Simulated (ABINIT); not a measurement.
## Run report: CdSe, positron calculation (part 2 of 2)

The same run, continued: CdSe (4 atoms in the cell); Kohn-Sham DFT of a periodic cell, PBE, JTH PAW PBE v2.0, no spin polarisation (ABINIT 10.8.3); cutoff 435.38 eV, 5×5×3 k-mesh, fermi-dirac of 0.05 eV. The structure derives from an entry of the Crystallography Open Database.

Geometry of the input (Å; fractional positions):
```
4.3000  0.0000  0.0000
-2.1500  3.7239  0.0000
0.0000  0.0000  7.0200
Cd 0.6667  0.3333  0.5000
Cd 0.3333  0.6667  0.0000
Se 0.6667  0.3333  0.8850
Se 0.3333  0.6667  0.3850
```

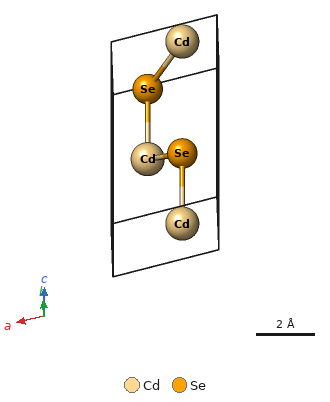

*The structure (ball-and-stick view of the cell of the calculation, seen at an oblique angle).*

**What the program printed, continued**
```
 cartesian forces (eV/Angstrom) at end:
    1      0.00000000000000     0.00000000000000     0.28860297876904
    2     -0.00000000000000    -0.00000000000000     0.28860297876904
    3     -0.00000000000000    -0.00000000000000    -0.28860297876904
    4     -0.00000000000000    -0.00000000000000    -0.28860297876904
 frms,max,avg= 1.6662501E-01 2.8860298E-01   0.000E+00  0.000E+00 -4.002E-04 e/A
 length scales=  8.125822335900  8.125822335900 13.265877394900 bohr
              =  4.299999997088  4.299999997088  7.019999995252 angstroms
 Fermi (or HOMO) energy (hartree) =   0.06852   Average Vxc (hartree)=  -0.32189
 Eigenvalues (hartree) for nkpt=  10  k points:
 kpt#   1, nband= 22, wtk=  0.01333, kpt=  0.0000  0.0000  0.0000 (reduced coord)
  -0.40817   -0.39457   -0.23689   -0.23689   -0.23488   -0.23488   -0.23465   -0.22385
  -0.22385   -0.22143   -0.22143   -0.21106   -0.10119    0.02841    0.02841    0.05438
   0.05487    0.05487    0.08023    0.13217    0.27081    0.27081
      occupation numbers for kpt#   1
   2.00000    2.00000    2.00000    2.00000    2.00000    2.00000    2.00000    2.00000
   2.00000    2.00000    2.00000    2.00000    2.00000    2.00000    2.00000    1.99909
   1.99882    1.99882    0.00342    0.00000    0.00000    0.00000
 prteigrs : prtvol=0 or 1, do not print more k-points.

--- !EnergyTerms
iteration_state     : {dtset: 1, }
comment             : Components of total free energy in Hartree
kinetic             :  3.25111186398094E+01
hartree             :  2.98489670053071E+01
xc                  : -1.90604618132817E+01
Ewald energy        : -8.17469325270004E+01
psp_core            :  5.41282185976151E+00
local_psp           : -9.00522120008580E+01
PAW spherical_terms :  8.73933049742086E+00
internal            : -1.14347368338841E+02
'-kT*entropy'       : -1.34471475576171E-06
total_energy        : -1.14347369683556E+02
total_energy_eV     : -3.11155044267122E+03
...

--- !EnergyTermsDC
iteration_state     : {dtset: 1, }
comment             : '"Double-counting" decomposition of free energy'
band_energy         : -6.35141551380968E+00
Ewald energy        : -8.17469325270004E+01
psp_core            :  5.41282185976151E+00
xc_dc               : -3.39278916311848E+01
PAW spherical_terms :  2.26604519493453E+00
internal            : -1.14347372617299E+02
'-kT*entropy'       : -1.34471475576171E-06
total_energy_dc     : -1.14347373962014E+02
total_energy_dc_eV  : -3.11155055909398E+03
...

--- !EnergyTermsWithPAWCore
iteration_state     : {dtset: 1, }
comment             : 'Components of total free energy, including PAW core contributions'
Total energy        : -1.60496274884068E+04
Total energy DC     : -1.60496274926853E+04
Total energy (eV)   : -4.36732612691153E+05
Total energy DC (eV): -4.36732612807575E+05
...

 Cartesian components of stress tensor (hartree/bohr^3)
  sigma(1 1)= -1.19311263E-04  sigma(3 2)=  0.00000000E+00
  sigma(2 2)= -1.19311263E-04  sigma(3 1)=  0.00000000E+00
  sigma(3 3)= -4.74956084E-05  sigma(2 1)=  0.00000000E+00

-Cartesian components of stress tensor (GPa)         [Pressure=  2.8060E+00 GPa]
- sigma(1 1)= -3.51025854E+00  sigma(3 2)=  0.00000000E+00
- sigma(2 2)= -3.51025855E+00  sigma(3 1)=  0.00000000E+00
- sigma(3 3)= -1.39736904E+00  sigma(2 1)=  0.00000000E+00

================================================================================
== DATASET  2 ==================================================================

--- !DatasetInfo
iteration_state: {dtset: 2, }
dimensions: {natom: 4, nkpt: 1, mband: 1, nsppol: 1, nspinor: 1, nspden: 1, mpw: 1167, }
cutoff_energies: {ecut:  16.0, pawecutdg:  32.0, }
electrons: {nelect:   1.00000000E+00, charge:   0.00000000E+00, occopt:   2.00000000E+00, tsmear:   1.00000000E-02, }
meta: {optdriver: 0, ionmov: 0, optcell: 0, iscf: 17, paral_kgb: 0, }
...

 mkfilename : getden/=0, take file _DEN from output of DATASET   1.

 Exchange-correlation functional for the present dataset will be:
  GGA: Perdew-Burke-Ernzerhof functional - ixc=11
  J.P.Perdew, K.Burke, M.Ernzerhof, PRL 77, 3865 (1996)

 Real(R)+Recip(G) space primitive vectors, cartesian coordinates (Bohr,Bohr^-1):
 R(1)=  8.1258223  0.0000000  0.0000000  G(1)=  0.1230645  0.0710513  0.0000000
 R(2)= -4.0629112  7.0371686  0.0000000  G(2)=  0.0000000  0.1421026  0.0000000
 R(3)=  0.0000000  0.0000000 13.2658774  G(3)=  0.0000000  0.0000000  0.0753814
 Unit cell volume ucvol=  7.5857977E+02 bohr^3
 Angles (23,13,12)=  9.00000000E+01  9.00000000E+01  1.20000000E+02 degrees

 Coarse grid specifications (used for wave-functions):

 getcut: wavevector=  0.0000  0.0000  0.0000  ngfft=  30  30  48
         ecut(hartree)=     16.000   => boxcut(ratio)=   2.00946

 Fine grid specifications (used for densities):

 getcut: wavevector=  0.0000  0.0000  0.0000  ngfft=  45  45  72
         ecut(hartree)=     32.000   => boxcut(ratio)=   2.12640

--- Pseudopotential description ------------------------------------------------
- pspini: atom type   1  psp file is ./Cd.GGA_PBE-JTH.xml
 Pseudopotential format is: paw10
 basis_size (lnmax)=  6 (lmn_size= 18), orbitals=   0   0   1   1   2   2
 Spheres core radius: rc_sph= 2.50233826
 Shapefunction is BESSEL type: shapef(r,l)=aa(1,l)*jl(q(1,l)*r)+aa(2,l)*jl(q(2,l)*r)
 Radius for shape functions =  2.31074885
 Compensation charge density is not taken into account in XC energy/potential

- pspini: atom type   2  psp file is ./Se.GGA_PBE-JTH.xml
 Pseudopotential format is: paw10
 basis_size (lnmax)=  4 (lmn_size=  8), orbitals=   0   0   1   1
 Spheres core radius: rc_sph= 2.21132333
 Shapefunction is BESSEL type: shapef(r,l)=aa(1,l)*jl(q(1,l)*r)+aa(2,l)*jl(q(2,l)*r)
 Radius for shape functions =  2.00656599
 Compensation charge density is not taken into account in XC energy/potential

--------------------------------------------------------------------------------

================================================================================

--- !BeginCycle
iteration_state: {dtset: 2, }
solver: {iscf: 17, nstep: 80, nline: 4, wfoptalg: 10, }
tolerances: {toldfe: 1.00E-09, }
...

     iter   Etot(hartree)      deltaE(h)  residm     nres2
 ETOT  1  -114.57509775773    -1.146E+02 5.810E-01 2.681E-01
 ETOT  2  -114.66226442645    -8.717E-02 1.747E-02 5.712E-02
 ETOT  3  -114.66552252251    -3.258E-03 1.133E-02 2.295E-02
 ETOT  4  -114.66643055951    -9.080E-04 1.126E-03 3.339E-04
 ETOT  5  -114.66670023733    -2.697E-04 9.667E-04 1.289E-04
 ETOT  6  -114.66678278086    -8.254E-05 1.088E-04 4.709E-05
 ETOT  7  -114.66680937686    -2.660E-05 9.671E-05 9.916E-06
 ETOT  8  -114.66681830510    -8.928E-06 1.285E-05 1.688E-06
 ETOT  9  -114.66682142592    -3.121E-06 1.172E-05 4.707E-08
 ETOT 10  -114.66682254999    -1.124E-06 1.793E-06 4.167E-08
 ETOT 11  -114.66682297094    -4.210E-07 1.631E-06 1.198E-08
 ETOT 12  -114.66682313169    -1.608E-07 2.770E-07 1.788E-09
 ETOT 13  -114.66682319466    -6.297E-08 2.506E-07 2.538E-09
 ETOT 14  -114.66682322003    -2.536E-08 4.588E-08 4.195E-09
 ETOT 15  -114.66682323056    -1.054E-08 4.172E-08 4.299E-09
 ETOT 16  -114.66682323498    -4.420E-09 7.997E-09 3.979E-09
 ETOT 17  -114.66682323701    -2.023E-09 7.421E-09 7.709E-09
 ETOT 18  -114.66682323799    -9.788E-10 1.456E-09 3.992E-09
 ETOT 19  -114.66682323827    -2.806E-10 1.397E-09 3.973E-09

 At SCF step   19, etot is converged :
  for the second time, diff in etot=  2.806E-10 < toldfe=  1.000E-09

--- !ResultsGS
iteration_state: {dtset: 2, }
comment   : Summary of ground state results
lattice_vectors:
- [  8.1258223,   0.0000000,   0.0000000, ]
- [ -4.0629112,   7.0371686,   0.0000000, ]
- [  0.0000000,   0.0000000,  13.2658774, ]
lattice_lengths: [   8.12582,    8.12582,   13.26588, ]
lattice_angles: [ 90.000,  90.000, 120.000, ] # degrees, (23, 13, 12)
lattice_volume:   7.5857977E+02
convergence: {deltae: -2.806E-10, res2:  3.973E-09, residm:  1.397E-09, diffor:  0.000E+00, }
etotal    :  -1.14666823E+02
entropy   :   0.00000000E+00
fermie    :  -3.19449054E-01
cartesian_stress_tensor: null
pressure_GPa: null
xred      :
- [  6.6667E-01,   3.3333E-01,   5.0000E-01, Cd]
- [  3.3333E-01,   6.6667E-01,   0.0000E+00, Cd]
- [  6.6667E-01,   3.3333E-01,   8.8500E-01, Se]
- [  3.3333E-01,   6.6667E-01,   3.8500E-01, Se]
cartesian_forces: null
force_length_stats: {min: null, max: null, mean: null, }
...

 Integrated electronic density in atomic spheres:
 ------------------------------------------------
 Atom  Sphere_radius  Integrated_density
    1        2.50234          0.01495035
    2        2.50234          0.01495035
    3        2.21132          0.01351179
    4        2.21132          0.01351179

--------------------------------------------------------------------------------
 Results for electron-positron annihilation:

2 computations of positron lifetime have been performed (with different enhancement factors).

########## Lifetime computation 1

 # Zero-positron density limit of Arponen and Pajanne provided by Boronski & Nieminen
   + GGA corrections
   Ref.: Boronski and R.M. Nieminen, Phys. Rev. B 34, 3820 (1986)
         B. Barbiellini, M.J. Puska, T. Torsti and R.M.Nieminen, Phys. Rev. B 51, 7341 (1995)
 # Enhancement factor of Boronski & Nieminen
   Ref.: Boronski and R.M. Nieminen, Phys. Rev. B 34, 3820 (1986)

 Positron lifetime                         (ps)   =  3.50680274E+02
 Positron lifetime with IPM for core elec. (ps)   =  3.54212747E+02
 Annihilation rate                         (ns-1) =  2.85160038E+00
 Annihilation rate with IPM for core elec. (ns-1) =  2.82316209E+00

 Annihilation rate core/valence decomposition:
   Core    contribution to ann.rate          (ns-1) =  2.11984771E-01
   Valence contribution to ann.rate          (ns-1) =  2.63961560E+00
   Core    contribution to ann.rate with IPM (ns-1) =  1.73015897E-01
   Valence contribution to ann.rate with IPM (ns-1) =  2.65014620E+00

 Annihilation rate PAW decomposition:
   Plane-wave contribution to ann.rate          (ns-1) =  2.74700561E+00
   Plane-wave valence contribution to ann.rate  (ns-1) =  2.67040656E+00
   On-site core contribution to ann.rate        (ns-1) =  1.35385717E-01
   On-site valence contribution to ann.rate     (ns-1) = -3.07909512E-02
   Plane-wave contribution to ann.rate with IPM (ns-1) =  2.71607907E+00
   Plane-wave core contrb. to ann.rate with IPM (ns-1) =  3.57025916E-02

########## Lifetime computation 2

 # Zero-positron density limit of Arponen and Pajanne provided by Boronski & Nieminen
   + GGA corrections
   Ref.: Boronski and R.M. Nieminen, Phys. Rev. B 34, 3820 (1986)
         B. Barbiellini, M.J. Puska, T. Torsti and R.M.Nieminen, Phys. Rev. B 51, 7341 (1995)
 # Enhancement factor of Boronski & Nieminen IN THE RPA LIMIT
   Ref.: Boronski and R.M. Nieminen, Phys. Rev. B 34, 3820 (1986)

 Positron lifetime                         (ps)   =  2.90193697E+02
 Positron lifetime with IPM for core elec. (ps)   =  2.92386042E+02
 Annihilation rate                         (ns-1) =  3.44597422E+00
 Annihilation rate with IPM for core elec. (ns-1) =  3.42013590E+00

 Annihilation rate core/valence decomposition:
   Core    contribution to ann.rate          (ns-1) =  2.12267809E-01
   Valence contribution to ann.rate          (ns-1) =  3.23370641E+00
   Core    contribution to ann.rate with IPM (ns-1) =  1.73015897E-01
   Valence contribution to ann.rate with IPM (ns-1) =  3.24712001E+00

 Annihilation rate PAW decomposition:
   Plane-wave contribution to ann.rate          (ns-1) =  3.34140699E+00
   Plane-wave valence contribution to ann.rate  (ns-1) =  3.26451755E+00
   On-site core contribution to ann.rate        (ns-1) =  1.35378364E-01
   On-site valence contribution to ann.rate     (ns-1) = -3.08111335E-02
   Plane-wave contribution to ann.rate with IPM (ns-1) =  3.31307441E+00
   Plane-wave core contrb. to ann.rate with IPM (ns-1) =  3.57025916E-02

      (*) IPM=Independent particle Model

================================================================================

 ----iterations are completed or convergence reached----

 Mean square residual over all n,k,spin=   13.972E-10; max=  13.972E-10
 reduced coordinates (array xred) for    4 atoms
       0.666666666667      0.333333333333      0.500000000000
       0.333333333333      0.666666666667      0.000000000000
       0.666666666667      0.333333333333      0.885000000000
       0.333333333333      0.666666666667      0.385000000000
 rms dE/dt=  0.0000E+00; max dE/dt=  0.0000E+00; dE/dt below (all hartree)
    1       0.000000000000      0.000000000000      0.000000000000
    2       0.000000000000      0.000000000000      0.000000000000
    3       0.000000000000      0.000000000000      0.000000000000
    4       0.000000000000      0.000000000000      0.000000000000

 cartesian coordinates (angstrom) at end:
    1      2.14999999854385     1.24130307793929     3.50999999762595
    2     -0.00000000000000     2.48260615587858     0.00000000000000
    3      2.14999999854385     1.24130307793929     6.21269999579792
    4     -0.00000000000000     2.48260615587858     2.70269999817198
 length scales=  8.125822335900  8.125822335900 13.265877394900 bohr
              =  4.299999997088  4.299999997088  7.019999995252 angstroms
 Fermi (or HOMO) energy (hartree) =  -0.31945   Average Vxc (hartree)=  -0.27140
 Eigenvalues (hartree) for nkpt=   1  k points:
 kpt#   1, nband=  1, wtk=  1.00000, kpt=  0.0000  0.0000  0.0000 (reduced coord)
  -0.31945

--- !EnergyTerms
iteration_state     : {dtset: 2, }
comment             : Components of total free energy in Hartree
kinetic             :  1.00324914666450E-01
local_psp           : -7.27086246147575E-01
PAW spherical_terms : -5.12570422251117E-03
positronic          : -6.31887035703638E-01
electronic          : -1.14347373962014E+02
electron_positron_interaction:  3.12415552710046E-01
total_energy        : -1.14666845445007E+02
total_energy_eV     : -3.12024382101230E+03
...

--- !EnergyTermsDC
iteration_state     : {dtset: 2, }
comment             : '"Double-counting" decomposition of free energy'
band_energy         : -3.19449054324048E-01
PAW spherical_terms :  0.00000000000000E+00
electron_positron_dc: -3.12415774639318E-01
positronic          : -6.31864828963369E-01
electronic          : -1.14347373962014E+02
electron_positron_interaction:  3.12415552710046E-01
total_energy_dc     : -1.14666823238267E+02
total_energy_dc_eV  : -3.12024321673611E+03
...

== END DATASET(S) ==============================================================
================================================================================

 -outvars: echo values of variables after computation  --------
            acell      8.1258223359E+00  8.1258223359E+00  1.3265877395E+01 Bohr
           etotal1    -1.1434737396E+02
           etotal2    -1.1466682324E+02
            fcart1     2.6509516077E-28  1.5305276243E-28  5.6124343640E-03
                      -2.6509516077E-28 -1.5305276243E-28  5.6124343640E-03
                      -0.0000000000E+00 -0.0000000000E+00 -5.6124343640E-03
                      -0.0000000000E+00 -0.0000000000E+00 -5.6124343640E-03
            fcart2     9.9999999999E+99  9.9999999999E+99  9.9999999999E+99
                       9.9999999999E+99  9.9999999999E+99  9.9999999999E+99
                       9.9999999999E+99  9.9999999999E+99  9.9999999999E+99
                       9.9999999999E+99  9.9999999999E+99  9.9999999999E+99
            rprim      1.0000000000E+00  0.0000000000E+00  0.0000000000E+00
                      -5.0000000000E-01  8.6602540380E-01  0.0000000000E+00
                       0.0000000000E+00  0.0000000000E+00  1.0000000000E+00
           strten1    -1.1931126269E-04 -1.1931126294E-04 -4.7495608429E-05
                       0.0000000000E+00  0.0000000000E+00  0.0000000000E+00
           strten2     9.9999999999E+99  9.9999999999E+99  9.9999999999E+99
                       9.9999999999E+99  9.9999999999E+99  9.9999999999E+99
           xangst      2.1499999985E+00  1.2413030779E+00  3.5099999976E+00
                      -7.5869922546E-17  2.4826061559E+00  0.0000000000E+00
                       2.1499999985E+00  1.2413030779E+00  6.2126999958E+00
                      -7.5869922546E-17  2.4826061559E+00  2.7026999982E+00
             xred      6.6666666667E-01  3.3333333333E-01  5.0000000000E-01
                       3.3333333333E-01  6.6666666667E-01  0.0000000000E+00
                       6.6666666667E-01  3.3333333333E-01  8.8500000000E-01
                       3.3333333333E-01  6.6666666667E-01  3.8500000000E-01
 Calculation completed.
```

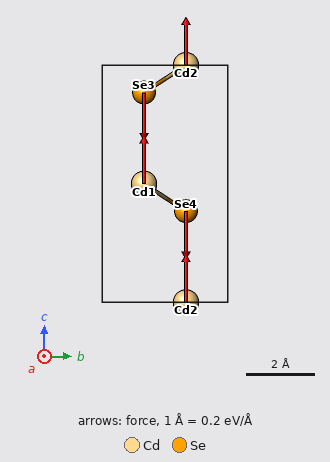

*Forces on the atoms as red arrows (ball-and-stick view of the cell of the calculation, along the a axis; atoms are numbered from 1 in the order of the input).*

The largest act on Cd1, Cd2 (0.29 eV/Å); Se3, Se4 (0.29 eV/Å). The geometry is not a stationary point of this energy.

**Results in brief**

| quantity | value |
| --- | --- |
| outcome | converged |
| space group (tolerance 0.01 Å) | P6₃mc (186) |
| electrons treated | 36 |
| free energy | −3111.5506 eV |
| positron lifetime (one of the program's estimates) | 290.2 ps |
| Fermi energy | 1.865 eV |
| gap on the k-point mesh | 0.69 eV |
| pressure | 2.81 GPa |
| largest force (length of the vector) | 0.289 eV/Å |
| wall time | 28 s |
| peak memory | 0.13 GiB |

**Notes**

Points of doubt noted for this run: cutoff too low for stress; PAW basis incomplete for positron.
